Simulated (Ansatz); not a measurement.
## Run report: P, geometry relaxation (part 2 of 2)

Continued. System: P (1 atom in the cell). Method: DFT PBE+D3(BJ), scalar-relativistic, plane waves, PAW, no spin polarisation (Ansatz 0.2.0); cutoff 420 eV, 10×10×10 k-mesh, Gaussian smearing of 0.1 eV. The structure derives from an entry of the Crystallography Open Database.

Geometry of the input (Å; fractional positions):
```
4.2729  0.0000  0.0000
0.0000  4.2729  0.0000
0.0000  0.0000  4.3780
P  0.0000  0.0000  0.0000
```

## The program's output, continued
```
SCF iter   1: F=—  HF=-755.950035 eV  |F-HF|=—  |Δ(HF+E_count)|=         —  Δρ=7.29e-3  dr2=7.88e-3  ethr=1.59e-4  ⟨swp⟩=1.7  Hψ=9824  notcnv=0
preconditioner: auto → none  [metal: Δε(μ)=0.096 eV  Ē_g=14.901 eV  σ=0.100 eV  W_gap=0.45  n_scr=0 (ndim 8)  ℏωp=20.5 eV  f_vac=0.000  D(μ)=0.45/eV (n_scr^D=0)]
SCF iter   2: F=—  HF=-755.949752 eV  |F-HF|=—  |Δ(HF+E_count)|=   2.83e-4  Δρ=3.54e-3  dr2=1.68e-3  ethr=1.58e-4  ⟨swp⟩=1.0  Hψ=887  notcnv=0
SCF iter   3: F=—  HF=-755.949999 eV  |F-HF|=—  |Δ(HF+E_count)|=   2.47e-4  Δρ=3.13e-4  dr2=1.06e-5  ethr=3.36e-5  ⟨swp⟩=1.7  Hψ=1048  notcnv=0
SCF iter   4: F=—  HF=-755.950005 eV  |F-HF|=—  |Δ(HF+E_count)|=   5.64e-6  Δρ=2.51e-5  dr2=9.71e-8  ethr=2.00e-9  ⟨swp⟩=10.4  Hψ=7401  notcnv=0
SCF iter   5: F=-755.950005 eV  HF=-755.950005 eV  |F-HF|=4.17e-9  |Δ(HF+E_count)|=   1.68e-8  Δρ=5.01e-6  dr2=1.78e-9  ethr=1.94e-9  ⟨swp⟩=5.7  Hψ=3855  notcnv=0
SCF 10 converged in 5 iterations: F = -755.950005 eV  dr2 = 1.78e-9
  greatest PAW one-centre occupation: 0.810 electrons in one spin orbital (limit 2), on the P atom at site 0 (counted from 0), in its partial waves of l = 0
relax step  10: F+E_penalty+E_count = -755.95000491 eV  Δ(F+E_penalty+E_count) = -3.540e-1 eV  max|allowed force component| = 0.000e0 eV/Å  Δτ_max = 0.0000 Å  P = -12.899 GPa  Ω = 16.362 Å³  energy of the carried Pulay correction = +2.080e-3 eV  (5 SCF iters, dr2 threshold 1.00e-7 eV, accepted)
Crystal: 1 atoms, lattice volume = 13.864 Å³
Basis set: ecut = 420 eV, 257 PW (Γ), exchange–correlation on 60×60×60 points (8 copies of the dense FFT grid, shifted against one another)
iter 1 solved again at ethr=1.72e-4 eV; its pass at ethr=3.10e-3 eV (dr2=8.59e-3 eV) is discarded
SCF iter   1: F=—  HF=-756.096954 eV  |F-HF|=—  |Δ(HF+E_count)|=         —  Δρ=8.95e-3  dr2=8.63e-3  ethr=1.72e-4  ⟨swp⟩=1.0  Hψ=9475  notcnv=0
preconditioner: auto → none  [metal: Δε(μ)=0.083 eV  Ē_g=16.232 eV  σ=0.100 eV  W_gap=0.41  n_scr=0 (ndim 8)  ℏωp=22.3 eV  f_vac=0.000  D(μ)=0.33/eV (n_scr^D=0)]
SCF iter   2: F=—  HF=-756.096495 eV  |F-HF|=—  |Δ(HF+E_count)|=   4.59e-4  Δρ=4.38e-3  dr2=1.90e-3  ethr=1.72e-4  ⟨swp⟩=1.0  Hψ=882  notcnv=0
SCF iter   3: F=—  HF=-756.096614 eV  |F-HF|=—  |Δ(HF+E_count)|=   1.20e-4  Δρ=2.47e-4  dr2=5.23e-6  ethr=3.80e-5  ⟨swp⟩=1.0  Hψ=888  notcnv=0
SCF iter   4: F=—  HF=-756.096617 eV  |F-HF|=—  |Δ(HF+E_count)|=   3.09e-6  Δρ=2.14e-5  dr2=2.06e-8  ethr=2.00e-9  ⟨swp⟩=8.5  Hψ=6565  notcnv=0
SCF iter   5: F=-756.096617 eV  HF=-756.096617 eV  |F-HF|=6.91e-10  |Δ(HF+E_count)|=   2.23e-8  Δρ=2.25e-6  dr2=5.00e-10  ethr=4.13e-10  ⟨swp⟩=5.1  Hψ=3717  notcnv=0
SCF 11 converged in 5 iterations: F = -756.096617 eV  dr2 = 5.00e-10
  greatest PAW one-centre occupation: 0.798 electrons in one spin orbital (limit 2), on the P atom at site 0 (counted from 0), in its partial waves of l = 0
relax step  11: F+E_penalty+E_count = -756.09661750 eV  Δ(F+E_penalty+E_count) = -1.466e-1 eV  max|allowed force component| = 0.000e0 eV/Å  Δτ_max = 0.0000 Å  P = +0.882 GPa  Ω = 13.864 Å³  energy of the carried Pulay correction = +2.188e-3 eV  (5 SCF iters, dr2 threshold 1.00e-7 eV, accepted)
Crystal: 1 atoms, lattice volume = 13.962 Å³
iter 1 solved again at ethr=1.03e-6 eV; its pass at ethr=3.10e-3 eV (dr2=5.16e-5 eV) is discarded
SCF iter   1: F=—  HF=-756.097443 eV  |F-HF|=—  |Δ(HF+E_count)|=         —  Δρ=7.35e-4  dr2=5.87e-5  ethr=1.03e-6  ⟨swp⟩=2.7  Hψ=8518  notcnv=0
preconditioner: auto → none  [metal: Δε(μ)=0.065 eV  Ē_g=16.182 eV  σ=0.100 eV  W_gap=0.33  n_scr=0 (ndim 8)  ℏωp=22.2 eV  f_vac=0.000  D(μ)=0.39/eV (n_scr^D=0)]
SCF iter   2: F=—  HF=-756.097432 eV  |F-HF|=—  |Δ(HF+E_count)|=   1.07e-5  Δρ=3.20e-4  dr2=1.01e-5  ethr=1.03e-6  ⟨swp⟩=1.0  Hψ=892  notcnv=0
SCF iter   3: F=-756.097431 eV  HF=-756.097431 eV  |F-HF|=2.49e-8  |Δ(HF+E_count)|=   5.62e-7  Δρ=3.04e-5  dr2=8.60e-8  ethr=2.00e-9  ⟨swp⟩=8.5  Hψ=6057  notcnv=0
SCF 12 converged in 3 iterations: F = -756.097431 eV  dr2 = 8.60e-8
relax step  12: F+E_penalty+E_count = -756.09743143 eV  Δ(F+E_penalty+E_count) = -8.139e-4 eV  max|allowed force component| = 0.000e0 eV/Å  Δτ_max = 0.0000 Å  P = -0.110 GPa  Ω = 13.962 Å³  energy of the carried Pulay correction = +2.184e-3 eV  (3 SCF iters, dr2 threshold 1.00e-7 eV, accepted)
Crystal: 1 atoms, lattice volume = 13.932 Å³
iter 1 solved again at ethr=3.62e-7 eV; its pass at ethr=3.10e-3 eV (dr2=1.81e-5 eV) is discarded
SCF iter   1: F=—  HF=-756.097540 eV  |F-HF|=—  |Δ(HF+E_count)|=         —  Δρ=4.65e-4  dr2=2.16e-5  ethr=3.62e-7  ⟨swp⟩=2.6  Hψ=8400  notcnv=0
preconditioner: auto → none  [metal: Δε(μ)=0.057 eV  Ē_g=16.197 eV  σ=0.100 eV  W_gap=0.31  n_scr=0 (ndim 8)  ℏωp=22.2 eV  f_vac=0.000  D(μ)=0.42/eV (n_scr^D=0)]
SCF iter   2: F=—  HF=-756.097536 eV  |F-HF|=—  |Δ(HF+E_count)|=   4.33e-6  Δρ=1.97e-4  dr2=3.52e-6  ethr=3.62e-7  ⟨swp⟩=1.0  Hψ=890  notcnv=0
SCF iter   3: F=-756.097536 eV  HF=-756.097536 eV  |F-HF|=8.14e-9  |Δ(HF+E_count)|=   2.66e-7  Δρ=1.86e-5  dr2=3.17e-8  ethr=2.00e-9  ⟨swp⟩=7.9  Hψ=5683  notcnv=0
SCF 13 converged in 3 iterations: F = -756.097536 eV  dr2 = 3.17e-8
relax step  13: F+E_penalty+E_count = -756.09753577 eV  Δ(F+E_penalty+E_count) = -1.043e-4 eV  max|allowed force component| = 0.000e0 eV/Å  Δτ_max = 0.0000 Å  P = +0.177 GPa  Ω = 13.932 Å³  energy of the carried Pulay correction = +2.185e-3 eV  (3 SCF iters, dr2 threshold 1.00e-7 eV, accepted)
Crystal: 1 atoms, lattice volume = 13.950 Å³
iter 1 solved again at ethr=1.43e-8 eV; its pass at ethr=3.10e-3 eV (dr2=7.14e-7 eV) is discarded
SCF iter   1: F=—  HF=-756.097545 eV  |F-HF|=—  |Δ(HF+E_count)|=         —  Δρ=8.05e-5  dr2=7.35e-7  ethr=1.43e-8  ⟨swp⟩=2.4  Hψ=8337  notcnv=0
preconditioner: auto → none  [metal: Δε(μ)=0.060 eV  Ē_g=16.186 eV  σ=0.100 eV  W_gap=0.33  n_scr=0 (ndim 8)  ℏωp=22.2 eV  f_vac=0.000  D(μ)=0.41/eV (n_scr^D=0)]
SCF iter   2: F=—  HF=-756.097545 eV  |F-HF|=—  |Δ(HF+E_count)|=   5.76e-8  Δρ=3.87e-5  dr2=1.57e-7  ethr=1.43e-8  ⟨swp⟩=1.0  Hψ=882  notcnv=0
SCF iter   3: F=-756.097545 eV  HF=-756.097545 eV  |F-HF|=2.43e-10  |Δ(HF+E_count)|=   7.21e-9  Δρ=2.35e-6  dr2=4.97e-10  ethr=1.85e-9  ⟨swp⟩=7.9  Hψ=4541  notcnv=0
SCF 14 converged in 3 iterations: F = -756.097545 eV  dr2 = 4.97e-10
relax step  14: F+E_penalty+E_count = -756.09754536 eV  Δ(F+E_penalty+E_count) = -9.592e-6 eV  max|allowed force component| = 0.000e0 eV/Å  Δτ_max = 0.0000 Å  P = +0.002 GPa  Ω = 13.950 Å³  energy of the carried Pulay correction = +2.184e-3 eV  (3 SCF iters, dr2 threshold 9.27e-8 eV, accepted)
Basis set: ecut = 420 eV, 257 PW (Γ), exchange–correlation on 36×36×36 points (8 copies of the dense FFT grid, shifted against one another)
Initial wavefunctions: pseudopotential atomic-orbital guess (no wavefunctions were taken with the density)
iter 1 solved again at ethr=2.05e-7 eV; its pass at ethr=3.10e-3 eV (dr2=1.03e-5 eV) is discarded
SCF iter   1: F=—  HF=-756.097035 eV  |F-HF|=—  |Δ(HF+E_count)|=         —  Δρ=1.73e-4  dr2=2.96e-7  ethr=2.05e-7  ⟨swp⟩=3.2  Hψ=10668  notcnv=0
SCF iter   2: F=—  HF=-756.097038 eV  |F-HF|=—  |Δ(HF+E_count)|=   2.88e-6  Δρ=8.75e-5  dr2=7.60e-8  ethr=5.91e-9  ⟨swp⟩=2.1  Hψ=1195  notcnv=0
SCF iter   3: F=—  HF=-756.097039 eV  |F-HF|=—  |Δ(HF+E_count)|=   1.27e-6  Δρ=8.51e-7  dr2=1.73e-11  ethr=1.52e-9  ⟨swp⟩=2.0  Hψ=1207  notcnv=0
SCF iter   4: F=-756.097039 eV  HF=-756.097039 eV  |F-HF|=5.91e-12  |Δ(HF+E_count)|=  7.25e-11  Δρ=2.31e-7  dr2=1.14e-12  ethr=1.00e-12  ⟨swp⟩=6.8  Hψ=4301  notcnv=0
SCF 15 converged in 4 iterations: F = -756.097039 eV  dr2 = 1.14e-12
relax step  15: F+E_penalty+E_count = -756.09703897 eV  Δ(F+E_penalty+E_count) = +5.064e-4 eV  max|allowed force component| = 0.000e0 eV/Å  Δτ_max = 0.0000 Å  P = +0.005 GPa  Ω = 13.950 Å³  stress off target by 7.88e-3 GPa  SCF on the basis re-selected at this cell (its energy is not comparable with the rows above)  (4 SCF iters)
```

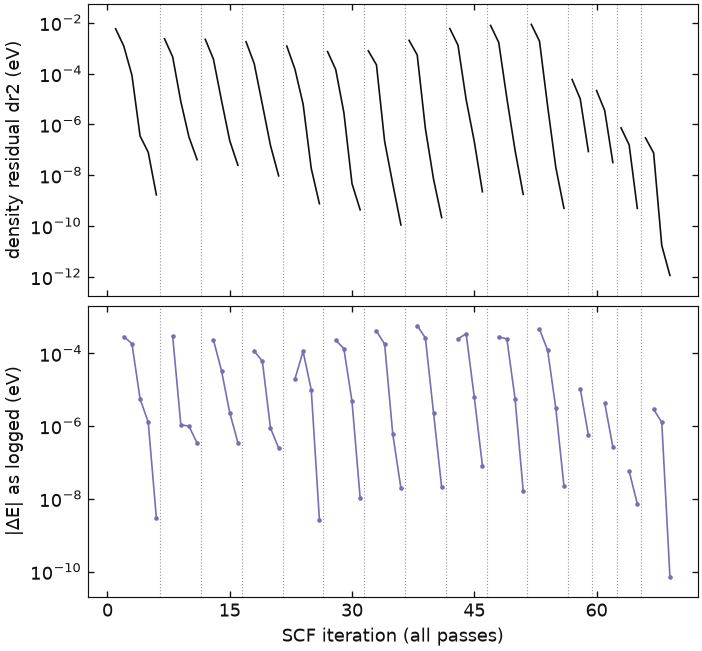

Figure 1. Convergence of the self-consistent field: density residual dr2 and size of the energy change against the SCF iteration. The dotted lines part the SCF passes of the relaxation: geometry steps, rejected trials and re-solves on a re-selected basis. The 15 passes take 3 to 6 iterations each, 69 in all.

```
basis re-selected at this cell: Δ(F+E_penalty+E_count) = +5.064e-4 eV, ΔP = +0.003 GPa vs the last step (what re-selecting the basis moved, of the pressure what is left beyond the Pulay correction that the steps carried, after the strain that the cell walked since its last selection, with what the two solves' SCF thresholds leave and, on support functions, any second-order correction that the steps lacked; it is no measure of the basis error at this ecutwfc). The dense FFT grid was sized anew with the basis: this SCF ran on 18×18×18 points, the steps before it on 30×30×30, so part of this shift can come from that change (see relax.cell in the input reference). This SCF's stress stands 7.88e-3 GPa from its target on what of the cell is left free (relax.cell.stress_tol is 5.00e-2 GPa) and its largest allowed force component is 0.00e0 eV/Å (relax.f_tol is 5.00e-3 eV/Å): within both
SCF converged after 4 iterations
Free energy (F): -756.097039 eV
Harris-Foulkes:  -756.097039 eV  (|F-HF|=5.91e-12)
Internal energy: -756.094965 eV  (E = F + TS)
E sigma→0 (E₀):  -756.096002 eV
Entropy (-TS):   -0.002074 eV (-2.074 meV/atom)
Fermi energy:    11.865030 eV
--- Per-component energies (eV) ---
  E_band       = 23.945844
  E_kinetic    = 72.643091
  E_local      = -22.926631  (includes V_loc(G=0)·N_el)
  E_nonlocal   = 33.328255
  E_hartree    = 5.340998
  E_xc         = -62.599641
  E_vxc        = -62.338020  (∫ρ·V_xc dr)
  E_paw        = -569.227316  (= ΣΔE_a)
  E_vpaw       = -7.442849  (= ΣTr[D̂ρ^β])
  E_aug_tail   = 0.000003  (compensation charges beyond the density's cutoff)
  E_ewald      = -212.147111
  E_disp       = -0.506612  (pairwise vdW)
  E_smearing   = -0.002074  (= −TS)
  E_closure    = 0.000000  (closes the sum)
  Σ components = -756.097039   (vs F -756.097039, Δ=0.00e0)
--- Forces (eV/Å), atoms counted from 1 ---
  atom   1  P     -0.00000000     0.00000000     0.00000000
  max |Σ_I F_I| component: 3.08e-33 eV/Å
--- Stress (GPa, compression-positive) ---
        0.007880       0.000000       0.000000
        0.000000       0.007880       0.000000
        0.000000       0.000000      -0.001501
  P = ⅓ Tr σ = 0.0048 GPa (0.048 kbar)
--- Band table (eV; the first three rows and the last of 126) ---
  k-point 0: bands = ["-5.2405", "16.9614", "16.9634", "16.9634", "18.3658", "18.3664", "26.5029"]
  k-point 1: bands = ["-5.0048", "13.8098", "17.1499", "17.1499", "18.5502", "21.1899", "27.3210"]
  k-point 2: bands = ["-4.3044", "10.1915", "17.6947", "17.6947", "19.0748", "23.6543", "29.7568"]
  k-point 125: bands = ["9.4712", "9.4712", "9.4721", "10.5515", "16.2012", "16.2018", "16.2018"]
--- Relaxed structure (14 steps of the walk, 14 accepted, 1 SCFs on fresh bases) ---
  F+E_penalty+E_count = -756.09703897 eV   max|allowed force component| = 0.000e0 eV/Å   (the final SCF, on the basis selected at the relaxed cell)
  cell:  # Å, volume = 13.9505 Å³
    - [2.4072602661948257, -3.0566306017839568e-33, 0.0]
    - [-6.1132612035679136e-33, 2.4072602661948257, 0.0]
    - [0.0, 0.0, 2.407368603175833]
  atoms:
    - { symbol: P, position: [0.0, 0.0, 0.0] }
```

## Trajectory as extended XYZ (Å, eV, eV/Å), 15 frames, from step=1 to step=15
```
1
Lattice="4.2729 0.0000 0.0000 0.0000 4.2729 0.0000 0.0000 0.0000 4.3780" Properties=species:S:1:pos:R:3:forces:R:3 step=1 energy=-751.53566 pressure_GPa=-3.88
P     0.0000    0.0000    0.0000    0.0000   0.0000   0.0000
1
Lattice="4.0671 0.0000 0.0000 0.0000 4.0671 0.0000 0.0000 0.0000 4.1848" Properties=species:S:1:pos:R:3:forces:R:3 step=2 energy=-751.83878 pressure_GPa=-5.24
P     0.0000    0.0000    0.0000    0.0000   0.0000   0.0000
1
Lattice="3.8585 0.0000 0.0000 0.0000 3.8585 0.0000 0.0000 0.0000 3.9929" Properties=species:S:1:pos:R:3:forces:R:3 step=3 energy=-752.21119 pressure_GPa=-7.02
P     0.0000    0.0000    0.0000    0.0000   0.0000   0.0000
1
Lattice="3.6499 0.0000 0.0000 0.0000 3.6499 0.0000 0.0000 0.0000 3.8045" Properties=species:S:1:pos:R:3:forces:R:3 step=4 energy=-752.65519 pressure_GPa=-9.26
P     0.0000    0.0000    0.0000    0.0000   0.0000   0.0000
1
Lattice="3.4413 0.0000 0.0000 0.0000 3.4413 0.0000 0.0000 0.0000 3.6194" Properties=species:S:1:pos:R:3:forces:R:3 step=5 energy=-753.17050 pressure_GPa=-11.84
P     0.0000    0.0000    0.0000    0.0000   0.0000   0.0000
1
Lattice="3.2328 0.0000 0.0000 0.0000 3.2328 0.0000 0.0000 0.0000 3.4363" Properties=species:S:1:pos:R:3:forces:R:3 step=6 energy=-753.75159 pressure_GPa=-15.01
P     0.0000    0.0000    0.0000    0.0000   0.0000   0.0000
1
Lattice="3.0245 0.0000 0.0000 0.0000 3.0245 0.0000 0.0000 0.0000 3.2537" Properties=species:S:1:pos:R:3:forces:R:3 step=7 energy=-754.38366 pressure_GPa=-17.94
P     0.0000    0.0000    0.0000    0.0000   0.0000   0.0000
1
Lattice="2.8162 0.0000 0.0000 0.0000 2.8162 0.0000 0.0000 0.0000 3.0637" Properties=species:S:1:pos:R:3:forces:R:3 step=8 energy=-755.00241 pressure_GPa=-20.23
P     0.0000    0.0000    0.0000    0.0000   0.0000   0.0000
1
Lattice="2.6224 0.0000 0.0000 0.0000 2.6224 0.0000 0.0000 0.0000 2.8502" Properties=species:S:1:pos:R:3:forces:R:3 step=9 energy=-755.59598 pressure_GPa=-19.29
P     0.0000    0.0000    0.0000    0.0000   0.0000   0.0000
1
Lattice="2.4911 0.0000 0.0000 0.0000 2.4911 0.0000 0.0000 0.0000 2.6367" Properties=species:S:1:pos:R:3:forces:R:3 step=10 energy=-755.95001 pressure_GPa=-12.90
P     0.0000    0.0000    0.0000    0.0000   0.0000   0.0000
1
Lattice="2.3946 0.0000 0.0000 0.0000 2.3946 0.0000 0.0000 0.0000 2.4178" Properties=species:S:1:pos:R:3:forces:R:3 step=11 energy=-756.09662 pressure_GPa=0.88
P     0.0000    0.0000    0.0000    0.0000   0.0000   0.0000
1
Lattice="2.4047 0.0000 0.0000 0.0000 2.4047 0.0000 0.0000 0.0000 2.4146" Properties=species:S:1:pos:R:3:forces:R:3 step=12 energy=-756.09743 pressure_GPa=-0.11
P     0.0000    0.0000    0.0000    0.0000   0.0000   0.0000
1
Lattice="2.4061 0.0000 0.0000 0.0000 2.4061 0.0000 0.0000 0.0000 2.4066" Properties=species:S:1:pos:R:3:forces:R:3 step=13 energy=-756.09754 pressure_GPa=0.18
P     0.0000    0.0000    0.0000    0.0000   0.0000   0.0000
1
Lattice="2.4073 0.0000 0.0000 0.0000 2.4073 0.0000 0.0000 0.0000 2.4074" Properties=species:S:1:pos:R:3:forces:R:3 step=14 energy=-756.09754 pressure_GPa=0.00
P     0.0000    0.0000    0.0000    0.0000   0.0000   0.0000
1
Lattice="2.4073 0.0000 0.0000 0.0000 2.4073 0.0000 0.0000 0.0000 2.4074" Properties=species:S:1:pos:R:3:forces:R:3 step=15 energy=-756.09704 pressure_GPa=0.00
P     0.0000    0.0000    0.0000    0.0000   0.0000   0.0000
```

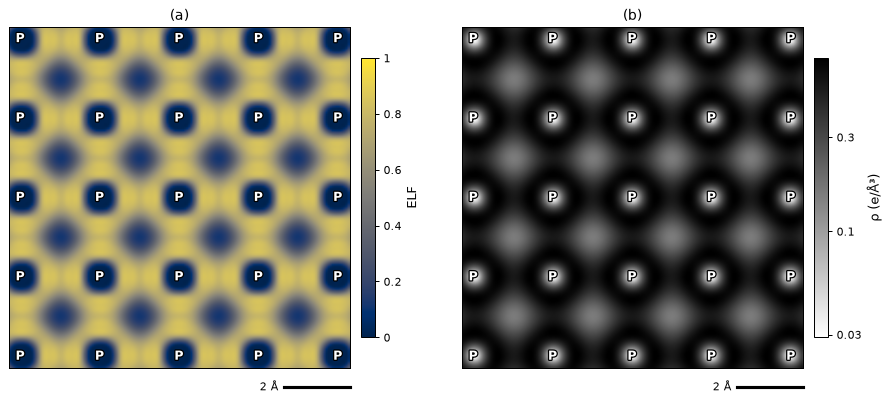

Figure 2. (a) ELF; (b) valence electron density on the (010) plane of the conventional cell. P–P (2.41 Å): the density is about 0.55 e/Å³ at the midpoint; the ELF peaks at about 0.85 between the atoms, which marks localised, shared-pair bonding. Away from the nuclei the density in this plane falls to 0.16 e/Å³ at its lowest. In a PAW calculation such maps are meaningful between the atoms, not at the nuclei.

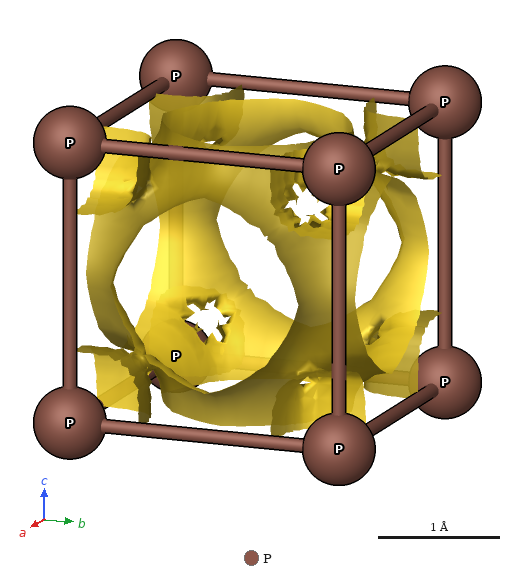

Figure 3. Isosurface of the electron localisation function at 0.7 (yellow), seen slightly off an axis. Only the valence region is drawn (cores and ρ < 0.01 e/Å³ removed). Sticks mark near contacts. The outline is the cell set on symmetry axes. Along the contacts the grid gives the following.

## Results in brief

```json
{"quantity": "outcome", "value": "converged"}
{"quantity": "space group (tolerance 0.01 Å)", "value": "P4/mmm (123) → Pm-3m (221)"}
{"quantity": "electrons treated", "value": "5"}
{"quantity": "free energy", "value": "−756.0970 eV"}
{"quantity": "Fermi energy", "value": "11.865 eV"}
{"quantity": "gap on the k-point mesh", "value": "none (metallic)"}
{"quantity": "pressure", "value": "0.00 GPa"}
{"quantity": "final volume", "value": "13.95 Å³"}
{"quantity": "largest force (length of the vector) at the end", "value": "under 0.001 eV/Å"}
{"quantity": "final cell", "value": "a = 2.407 Å, b = 2.407 Å, c = 2.407 Å, α = 90.00°, β = 90.00°, γ = 90.00°"}
{"quantity": "wall time", "value": "26 s"}
{"quantity": "peak memory", "value": "0.42 GiB"}
```
